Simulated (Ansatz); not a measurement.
# Nudged elastic band, with input and output: K16H (part 2 of 3)

K16H (defect cell, 17 atoms in the cell); DFT PBEsol, scalar-relativistic, plane waves, PAW, no spin polarisation (Ansatz 0.2.0); cutoff 420 eV, 2×2×2 k-mesh, Fermi–Dirac smearing of 0.1 eV. It belongs to a series of runs on one base structure; here: band between the two ends.

Geometry of the input (Å; fractional positions):
```
10.4600  0.0000  0.0000
0.0000  10.4600  0.0000
0.0000  0.0000  10.4600
K  -0.0032  -0.0352  0.0000
K  0.5212  0.0151  0.0000
K  -0.0031  0.5355  0.0000
K  0.0117  -0.0158  0.5001
K  0.2385  0.2501  0.2340
K  0.5211  0.4857  0.0000
K  0.4814  0.0095  0.5001
K  0.7697  0.2502  0.2582
K  0.0117  0.5163  0.5001
K  0.2539  0.7500  0.2144
K  0.2385  0.2501  0.7661
K  0.4814  0.4909  0.5001
K  0.7292  0.7503  0.2644
K  0.7697  0.2502  0.7419
K  0.2538  0.7500  0.7856
K  0.7292  0.7503  0.7357
H  0.1245  0.7500  0.0002
```

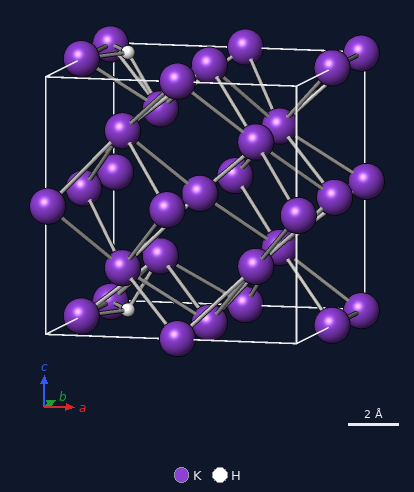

Fig. 1: The input geometry (ball-and-stick view of the cell of the calculation, seen slightly off an axis). An atom can appear more than once, as a periodic image.

**What the program printed, continued**
```
NEB iter  10: max|band force component| = 7.279e-2 eV/Å  barrier→ = 0.0645 eV  barrier← = 0.0645 eV  CI = image 4  Δτ_max = 0.0748 Å  (46 SCF iters)
NEB image 1
preconditioner: auto → Kerker (q_TF=auto, 1.934 Å⁻¹)  [metal: Δε(μ)=0.209 eV  Ē_g=2.159 eV  σ=0.100 eV  W_gap=0.44  n_scr=146 (ndim 8)  ℏωp=4.5 eV  f_vac=0.000  D(μ)=16.44/eV (n_scr^D=80)]
NEB image 2
preconditioner: auto → Kerker (q_TF=auto, 1.934 Å⁻¹)  [metal: Δε(μ)=0.206 eV  Ē_g=2.157 eV  σ=0.100 eV  W_gap=0.43  n_scr=146 (ndim 8)  ℏωp=4.5 eV  f_vac=0.000  D(μ)=16.43/eV (n_scr^D=80)]
NEB image 3
preconditioner: auto → Kerker (q_TF=auto, 1.934 Å⁻¹)  [metal: Δε(μ)=0.209 eV  Ē_g=2.158 eV  σ=0.100 eV  W_gap=0.43  n_scr=146 (ndim 8)  ℏωp=4.5 eV  f_vac=0.000  D(μ)=16.36/eV (n_scr^D=80)]
NEB image 4
preconditioner: auto → Kerker (q_TF=auto, 1.934 Å⁻¹)  [metal: Δε(μ)=0.211 eV  Ē_g=2.168 eV  σ=0.100 eV  W_gap=0.42  n_scr=146 (ndim 8)  ℏωp=4.5 eV  f_vac=0.000  D(μ)=16.26/eV (n_scr^D=80)]
NEB image 5
preconditioner: auto → Kerker (q_TF=auto, 1.934 Å⁻¹)  [metal: Δε(μ)=0.208 eV  Ē_g=2.158 eV  σ=0.100 eV  W_gap=0.43  n_scr=146 (ndim 8)  ℏωp=4.5 eV  f_vac=0.000  D(μ)=16.36/eV (n_scr^D=80)]
NEB image 6
NEB image 7
NEB image 1
NSCF: frozen V_eff on 8 k-points
NEB image 2
NSCF: frozen V_eff on 8 k-points
NEB image 3
NSCF: frozen V_eff on 8 k-points
NEB image 5
NSCF: frozen V_eff on 8 k-points
NEB image 6
NSCF: frozen V_eff on 8 k-points
NEB image 7
NSCF: frozen V_eff on 8 k-points
NEB image 4
NSCF: frozen V_eff on 8 k-points
the band table was solved once a step of the walk had ended and its energy, with any forces and stress, was formed, with the checks that follow a solve (3397 applications of the Hamiltonian). They found nothing against the state; the energy, forces and stress were not computed again (output.eigenvalues in the input reference)
NEB image 4, as the band closes
preconditioner: auto → Kerker (q_TF=auto, 1.934 Å⁻¹)  [metal: Δε(μ)=0.211 eV  Ē_g=2.168 eV  σ=0.100 eV  W_gap=0.42  n_scr=146 (ndim 8)  ℏωp=4.5 eV  f_vac=0.000  D(μ)=16.27/eV (n_scr^D=80)]
NEB point 1 about image 4
NEB point 2 about image 4
NEB point 3 about image 4
preconditioner: auto → Kerker (q_TF=auto, 1.934 Å⁻¹)  [metal: Δε(μ)=0.207 eV  Ē_g=2.167 eV  σ=0.100 eV  W_gap=0.41  n_scr=146 (ndim 8)  ℏωp=4.5 eV  f_vac=0.000  D(μ)=16.31/eV (n_scr^D=80)]
NEB point 4 about image 4
preconditioner: auto → Kerker (q_TF=auto, 1.934 Å⁻¹)  [metal: Δε(μ)=0.211 eV  Ē_g=2.168 eV  σ=0.100 eV  W_gap=0.41  n_scr=146 (ndim 8)  ℏωp=4.5 eV  f_vac=0.000  D(μ)=16.27/eV (n_scr^D=80)]
NEB point 5 about image 4
preconditioner: auto → Kerker (q_TF=auto, 1.934 Å⁻¹)  [metal: Δε(μ)=0.210 eV  Ē_g=2.167 eV  σ=0.100 eV  W_gap=0.41  n_scr=146 (ndim 8)  ℏωp=4.5 eV  f_vac=0.000  D(μ)=16.26/eV (n_scr^D=80)]
NEB point 6 about image 4
preconditioner: auto → Kerker (q_TF=auto, 1.934 Å⁻¹)  [metal: Δε(μ)=0.206 eV  Ē_g=2.168 eV  σ=0.100 eV  W_gap=0.40  n_scr=146 (ndim 8)  ℏωp=4.5 eV  f_vac=0.000  D(μ)=16.24/eV (n_scr^D=80)]
NEB point 7 about image 4
preconditioner: auto → Kerker (q_TF=auto, 1.934 Å⁻¹)  [metal: Δε(μ)=0.208 eV  Ē_g=2.167 eV  σ=0.100 eV  W_gap=0.41  n_scr=146 (ndim 8)  ℏωp=4.5 eV  f_vac=0.000  D(μ)=16.26/eV (n_scr^D=80)]
NEB point 8 about image 4
preconditioner: auto → Kerker (q_TF=auto, 1.934 Å⁻¹)  [metal: Δε(μ)=0.209 eV  Ē_g=2.166 eV  σ=0.100 eV  W_gap=0.41  n_scr=146 (ndim 8)  ℏωp=4.5 eV  f_vac=0.000  D(μ)=16.27/eV (n_scr^D=80)]
NEB point 9 about image 4
preconditioner: auto → Kerker (q_TF=auto, 1.934 Å⁻¹)  [metal: Δε(μ)=0.210 eV  Ē_g=2.167 eV  σ=0.100 eV  W_gap=0.41  n_scr=146 (ndim 8)  ℏωp=4.5 eV  f_vac=0.000  D(μ)=16.27/eV (n_scr^D=80)]
NEB point 10 about image 4
preconditioner: auto → Kerker (q_TF=auto, 1.934 Å⁻¹)  [metal: Δε(μ)=0.214 eV  Ē_g=2.168 eV  σ=0.100 eV  W_gap=0.42  n_scr=146 (ndim 8)  ℏωp=4.5 eV  f_vac=0.000  D(μ)=16.27/eV (n_scr^D=80)]
NEB point 11 about image 4
preconditioner: auto → Kerker (q_TF=auto, 1.934 Å⁻¹)  [metal: Δε(μ)=0.209 eV  Ē_g=2.166 eV  σ=0.100 eV  W_gap=0.42  n_scr=146 (ndim 8)  ℏωp=4.5 eV  f_vac=0.000  D(μ)=16.30/eV (n_scr^D=80)]
NEB point 12 about image 4
preconditioner: auto → Kerker (q_TF=auto, 1.934 Å⁻¹)  [metal: Δε(μ)=0.207 eV  Ē_g=2.171 eV  σ=0.100 eV  W_gap=0.40  n_scr=146 (ndim 8)  ℏωp=4.5 eV  f_vac=0.000  D(μ)=16.22/eV (n_scr^D=80)]
NEB point 13 about image 4
preconditioner: auto → Kerker (q_TF=auto, 1.934 Å⁻¹)  [metal: Δε(μ)=0.204 eV  Ē_g=2.173 eV  σ=0.100 eV  W_gap=0.40  n_scr=146 (ndim 8)  ℏωp=4.5 eV  f_vac=0.000  D(μ)=16.23/eV (n_scr^D=80)]
NEB point 14 about image 4
preconditioner: auto → Kerker (q_TF=auto, 1.934 Å⁻¹)  [metal: Δε(μ)=0.216 eV  Ē_g=2.168 eV  σ=0.100 eV  W_gap=0.43  n_scr=146 (ndim 8)  ℏωp=4.5 eV  f_vac=0.000  D(μ)=16.30/eV (n_scr^D=80)]
NEB point 15 about image 4
preconditioner: auto → Kerker (q_TF=auto, 1.934 Å⁻¹)  [metal: Δε(μ)=0.208 eV  Ē_g=2.168 eV  σ=0.100 eV  W_gap=0.41  n_scr=146 (ndim 8)  ℏωp=4.5 eV  f_vac=0.000  D(μ)=16.25/eV (n_scr^D=80)]
NEB point between images 0 and 1
preconditioner: auto → Kerker (q_TF=auto, 1.934 Å⁻¹)  [metal: Δε(μ)=0.216 eV  Ē_g=2.163 eV  σ=0.100 eV  W_gap=0.45  n_scr=146 (ndim 8)  ℏωp=4.5 eV  f_vac=0.000  D(μ)=16.44/eV (n_scr^D=80)]
NEB point between images 1 and 2
preconditioner: auto → Kerker (q_TF=auto, 1.934 Å⁻¹)  [metal: Δε(μ)=0.210 eV  Ē_g=2.159 eV  σ=0.100 eV  W_gap=0.44  n_scr=146 (ndim 8)  ℏωp=4.5 eV  f_vac=0.000  D(μ)=16.42/eV (n_scr^D=80)]
NEB point between images 2 and 3
preconditioner: auto → Kerker (q_TF=auto, 1.934 Å⁻¹)  [metal: Δε(μ)=0.211 eV  Ē_g=2.159 eV  σ=0.100 eV  W_gap=0.43  n_scr=146 (ndim 8)  ℏωp=4.5 eV  f_vac=0.000  D(μ)=16.37/eV (n_scr^D=80)]
NEB point between images 3 and 4
preconditioner: auto → Kerker (q_TF=auto, 1.934 Å⁻¹)  [metal: Δε(μ)=0.210 eV  Ē_g=2.164 eV  σ=0.100 eV  W_gap=0.42  n_scr=146 (ndim 8)  ℏωp=4.5 eV  f_vac=0.000  D(μ)=16.29/eV (n_scr^D=80)]
NEB point between images 4 and 5
preconditioner: auto → Kerker (q_TF=auto, 1.934 Å⁻¹)  [metal: Δε(μ)=0.218 eV  Ē_g=2.168 eV  σ=0.100 eV  W_gap=0.44  n_scr=146 (ndim 8)  ℏωp=4.5 eV  f_vac=0.000  D(μ)=16.32/eV (n_scr^D=80)]
NEB point between images 5 and 6
preconditioner: auto → Kerker (q_TF=auto, 1.934 Å⁻¹)  [metal: Δε(μ)=0.217 eV  Ē_g=2.165 eV  σ=0.100 eV  W_gap=0.44  n_scr=146 (ndim 8)  ℏωp=4.5 eV  f_vac=0.000  D(μ)=16.40/eV (n_scr^D=80)]
NEB point between images 6 and 7
preconditioner: auto → Kerker (q_TF=auto, 1.934 Å⁻¹)  [metal: Δε(μ)=0.212 eV  Ē_g=2.163 eV  σ=0.100 eV  W_gap=0.44  n_scr=146 (ndim 8)  ℏωp=4.5 eV  f_vac=0.000  D(μ)=16.44/eV (n_scr^D=80)]
NEB point between images 7 and 8
preconditioner: auto → Kerker (q_TF=auto, 1.934 Å⁻¹)  [metal: Δε(μ)=0.217 eV  Ē_g=2.164 eV  σ=0.100 eV  W_gap=0.45  n_scr=146 (ndim 8)  ℏωp=4.5 eV  f_vac=0.000  D(μ)=16.44/eV (n_scr^D=80)]
NEB point between images 0 and 1
preconditioner: auto → Kerker (q_TF=auto, 1.934 Å⁻¹)  [metal: Δε(μ)=0.219 eV  Ē_g=2.166 eV  σ=0.100 eV  W_gap=0.45  n_scr=146 (ndim 8)  ℏωp=4.5 eV  f_vac=0.000  D(μ)=16.43/eV (n_scr^D=80)]
NEB point between images 0 and 1
preconditioner: auto → Kerker (q_TF=auto, 1.934 Å⁻¹)  [metal: Δε(μ)=0.214 eV  Ē_g=2.161 eV  σ=0.100 eV  W_gap=0.44  n_scr=146 (ndim 8)  ℏωp=4.5 eV  f_vac=0.000  D(μ)=16.44/eV (n_scr^D=80)]
NEB point between images 1 and 2
preconditioner: auto → Kerker (q_TF=auto, 1.934 Å⁻¹)  [metal: Δε(μ)=0.210 eV  Ē_g=2.159 eV  σ=0.100 eV  W_gap=0.44  n_scr=146 (ndim 8)  ℏωp=4.5 eV  f_vac=0.000  D(μ)=16.43/eV (n_scr^D=80)]
NEB point between images 1 and 2
preconditioner: auto → Kerker (q_TF=auto, 1.934 Å⁻¹)  [metal: Δε(μ)=0.212 eV  Ē_g=2.160 eV  σ=0.100 eV  W_gap=0.44  n_scr=146 (ndim 8)  ℏωp=4.5 eV  f_vac=0.000  D(μ)=16.41/eV (n_scr^D=80)]
NEB point between images 3 and 4
preconditioner: auto → Kerker (q_TF=auto, 1.934 Å⁻¹)  [metal: Δε(μ)=0.212 eV  Ē_g=2.162 eV  σ=0.100 eV  W_gap=0.43  n_scr=146 (ndim 8)  ℏωp=4.5 eV  f_vac=0.000  D(μ)=16.32/eV (n_scr^D=80)]
NEB point between images 3 and 4
preconditioner: auto → Kerker (q_TF=auto, 1.934 Å⁻¹)  [metal: Δε(μ)=0.210 eV  Ē_g=2.169 eV  σ=0.100 eV  W_gap=0.42  n_scr=146 (ndim 8)  ℏωp=4.5 eV  f_vac=0.000  D(μ)=16.25/eV (n_scr^D=80)]
NEB point between images 4 and 5
preconditioner: auto → Kerker (q_TF=auto, 1.934 Å⁻¹)  [metal: Δε(μ)=0.214 eV  Ē_g=2.166 eV  σ=0.100 eV  W_gap=0.43  n_scr=146 (ndim 8)  ℏωp=4.5 eV  f_vac=0.000  D(μ)=16.30/eV (n_scr^D=80)]
NEB point between images 4 and 5
preconditioner: auto → Kerker (q_TF=auto, 1.934 Å⁻¹)  [metal: Δε(μ)=0.224 eV  Ē_g=2.173 eV  σ=0.100 eV  W_gap=0.45  n_scr=146 (ndim 8)  ℏωp=4.5 eV  f_vac=0.000  D(μ)=16.34/eV (n_scr^D=80)]
NEB point between images 6 and 7
preconditioner: auto → Kerker (q_TF=auto, 1.934 Å⁻¹)  [metal: Δε(μ)=0.211 eV  Ē_g=2.161 eV  σ=0.100 eV  W_gap=0.44  n_scr=146 (ndim 8)  ℏωp=4.5 eV  f_vac=0.000  D(μ)=16.43/eV (n_scr^D=80)]
NEB point between images 6 and 7
preconditioner: auto → Kerker (q_TF=auto, 1.934 Å⁻¹)  [metal: Δε(μ)=0.215 eV  Ē_g=2.166 eV  σ=0.100 eV  W_gap=0.44  n_scr=146 (ndim 8)  ℏωp=4.5 eV  f_vac=0.000  D(μ)=16.44/eV (n_scr^D=80)]
NEB point between images 7 and 8
preconditioner: auto → Kerker (q_TF=auto, 1.934 Å⁻¹)  [metal: Δε(μ)=0.214 eV  Ē_g=2.162 eV  σ=0.100 eV  W_gap=0.44  n_scr=146 (ndim 8)  ℏωp=4.5 eV  f_vac=0.000  D(μ)=16.44/eV (n_scr^D=80)]
NEB point between images 7 and 8
preconditioner: auto → Kerker (q_TF=auto, 1.934 Å⁻¹)  [metal: Δε(μ)=0.221 eV  Ē_g=2.166 eV  σ=0.100 eV  W_gap=0.45  n_scr=146 (ndim 8)  ℏωp=4.5 eV  f_vac=0.000  D(μ)=16.43/eV (n_scr^D=80)]
NEB iter  11: max|band force component| = 8.185e-3 eV/Å  barrier→ = 0.0638 eV  barrier← = 0.0637 eV  CI = image 4  Δτ_max = 0.0000 Å  (306 SCF iters)
```

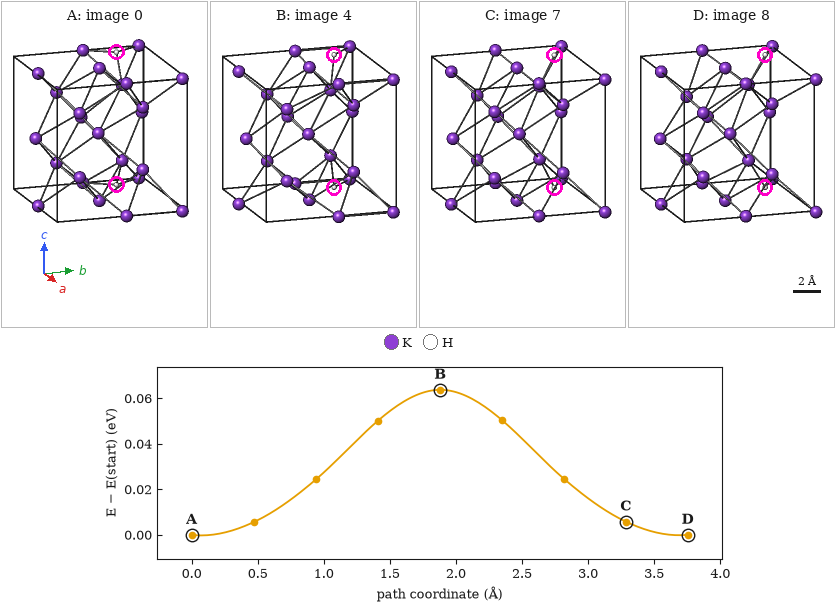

Fig. 2: Images of the last band (counted from 0; ball-and-stick, simulation cell, seen slightly off an axis), with the moving atom and its periodic copies ringed, above the energy along the path; the line is a cubic interpolation that uses the forces. The highest image is number 4, 0.064 eV above the start and 0.064 eV above the end (the climbing image); start and end have the same energy. The path is 3.75 Å long, and H17 moves most (1.85 Å). The band converged in 11 iterations.

```
Free energy (F): -24272.103970 eV
Harris-Foulkes:  -24272.103970 eV  (|F-HF|=9.84e-9)
Internal energy: -24271.590467 eV  (E = F + TS)
E sigma→0 (E₀):  -24271.847218 eV
Entropy (-TS):   -0.513503 eV (-30.206 meV/atom)
Fermi energy:    1.743463 eV
--- Per-component energies (eV) ---
  E_band       = -2263.389057
  E_kinetic    = 4045.151630
  E_local      = -12072.887358  (includes V_loc(G=0)·N_el)
  E_nonlocal   = 221.804370
  E_hartree    = 4306.250025
  E_xc         = -2120.988904
  E_vxc        = -2598.993722  (∫ρ·V_xc dr)
  E_paw        = -12189.255557  (= ΣΔE_a)
  E_vpaw       = -470.963164  (= ΣTr[D̂ρ^β])
  E_aug_tail   = -0.001078  (compensation charges beyond the density's cutoff)
  E_ewald      = -6463.389756
  E_core_change = 1.726163  (= ΣΔE_core)
  E_smearing   = -0.513503  (= −TS)
  E_closure    = 0.000000  (closes the sum)
  Σ components = -24272.103970   (vs F -24272.103970, Δ=0.00e0)
--- Forces (eV/Å), atoms counted from 1 ---
  atom   1  K     -0.00818412     0.00817812    -0.00210457
  atom   2  K      0.00608796     0.00237310    -0.00218524
  atom   3  K     -0.00230404    -0.00603451    -0.00216315
  atom   4  K     -0.00121811     0.00122804    -0.00075071
[...]
  atom   5  K      0.00154418    -0.00149153     0.00032732
  atom   6  K     -0.00244140     0.00242978    -0.00000149
  atom   7  K      0.00089671    -0.00255578    -0.00061144
  atom   8  K     -0.00131432     0.00132671     0.00049179
  atom   9  K      0.00258945    -0.00089668    -0.00061190
  atom  10  K      0.00120435    -0.00127031     0.00713531
  atom  11  K      0.00132538    -0.00157479     0.00067299
  atom  12  K     -0.00281816     0.00279589    -0.00055417
  atom  13  K      0.00147748    -0.00156476     0.00036457
  atom  14  K     -0.00126211     0.00127447    -0.00004635
  atom  15  K     -0.00052410     0.00049093    -0.00216777
  atom  16  K      0.00155798    -0.00134358     0.00063406
  atom  17  H      0.00339905    -0.00338165     0.00156695
  max |Σ_I F_I| component: 1.65e-5 eV/Å
--- Band table (eV; the first three rows and the last of 8) ---
  k-point 0: bands = ["-30.2062", "-30.2054", "-30.2009", "-30.1583", "-30.1580", "-30.1522", "-30.1518", "-30.1510", "-30.1440", "-30.1430", "-30.1427", "-30.1426", "-30.1419", "-29.9919", "-29.9887", "-29.9876", "-13.7776", "-13.7633", "-13.7602", "-13.7582", "-13.7528", "-13.7500", "-13.7453", "-13.7444", "-13.7391", "-13.7337", "-13.7335", "-13.7317", "-13.7217", "-13.7148", "-13.7126", "-13.7096", "-13.7050", "-13.7015", "-13.6998", "-13.6995", "-13.6987", "-13.6964", "-13.6945", "-13.6934", "-13.6926", "-13.6923", "-13.6916", "-13.6891", "-13.6890", "-13.6886", "-13.6879", "-13.6865", "-13.6858", "-13.6749", "-13.6740", "-13.6717", "-13.6700", "-13.6670", "-13.6667", "-13.5780", "-13.5672", "-13.5639", "-13.5625", "-13.5607", "-13.5468", "-13.5202", "-13.4872", "-13.4742", "-1.1531", "-0.1103", "1.1200", "1.1275", "1.1311", "1.1420", "1.1762", "1.5495", "2.2702", "2.2794", "2.2880", "2.2983", "2.3018", "2.4251", "2.5193", "2.5210", "2.5335", "2.5365", "2.5406", "2.9888", "3.2973", "3.3197", "3.3238", "3.3264", "3.3329", "3.4790"]
  k-point 1: bands = ["-30.2061", "-30.2054", "-30.2009", "-30.1583", "-30.1580", "-30.1522", "-30.1518", "-30.1510", "-30.1440", "-30.1429", "-30.1427", "-30.1427", "-30.1419", "-29.9918", "-29.9889", "-29.9875", "-13.7756", "-13.7622", "-13.7566", "-13.7558", "-13.7504", "-13.7502", "-13.7492", "-13.7451", "-13.7411", "-13.7333", "-13.7280", "-13.7276", "-13.7242", "-13.7220", "-13.7201", "-13.7152", "-13.7091", "-13.7072", "-13.7046", "-13.6980", "-13.6962", "-13.6960", "-13.6944", "-13.6925", "-13.6925", "-13.6914", "-13.6887", "-13.6871", "-13.6866", "-13.6845", "-13.6819", "-13.6796", "-13.6791", "-13.6768", "-13.6740", "-13.6734", "-13.6730", "-13.6717", "-13.6698", "-13.5782", "-13.5672", "-13.5639", "-13.5624", "-13.5609", "-13.5471", "-13.5174", "-13.4922", "-13.4719", "-1.1183", "0.0418", "0.3509", "1.4562", "1.4585", "1.4676", "1.4699", "1.4721", "1.4837", "1.4989", "1.9019", "2.6381", "2.6459", "2.6567", "2.6722", "2.6830", "2.7283", "2.7304", "2.7327", "2.7360", "3.4155", "3.6539", "3.6907", "3.6933", "3.7018", "3.7243"]
  k-point 2: bands = ["-30.2062", "-30.2054", "-30.2009", "-30.1582", "-30.1581", "-30.1520", "-30.1519", "-30.1510", "-30.1442", "-30.1428", "-30.1427", "-30.1425", "-30.1421", "-29.9919", "-29.9887", "-29.9876", "-13.7764", "-13.7615", "-13.7597", "-13.7548", "-13.7499", "-13.7496", "-13.7453", "-13.7451", "-13.7411", "-13.7331", "-13.7294", "-13.7281", "-13.7257", "-13.7236", "-13.7228", "-13.7085", "-13.7070", "-13.7054", "-13.7032", "-13.7000", "-13.6999", "-13.6991", "-13.6984", "-13.6939", "-13.6916", "-13.6898", "-13.6881", "-13.6857", "-13.6852", "-13.6819", "-13.6803", "-13.6781", "-13.6769", "-13.6764", "-13.6752", "-13.6750", "-13.6747", "-13.6725", "-13.6714", "-13.5782", "-13.5673", "-13.5638", "-13.5625", "-13.5609", "-13.5468", "-13.5202", "-13.4871", "-13.4743", "-1.1238", "0.0568", "0.3225", "1.4435", "1.4530", "1.4689", "1.4832", "1.4843", "1.5007", "1.5071", "1.9930", "2.6419", "2.6541", "2.6584", "2.6855", "2.6889", "2.7030", "2.7051", "2.7389", "2.7419", "3.1740", "3.6286", "3.6884", "3.7086", "3.7235", "3.7347"]
```
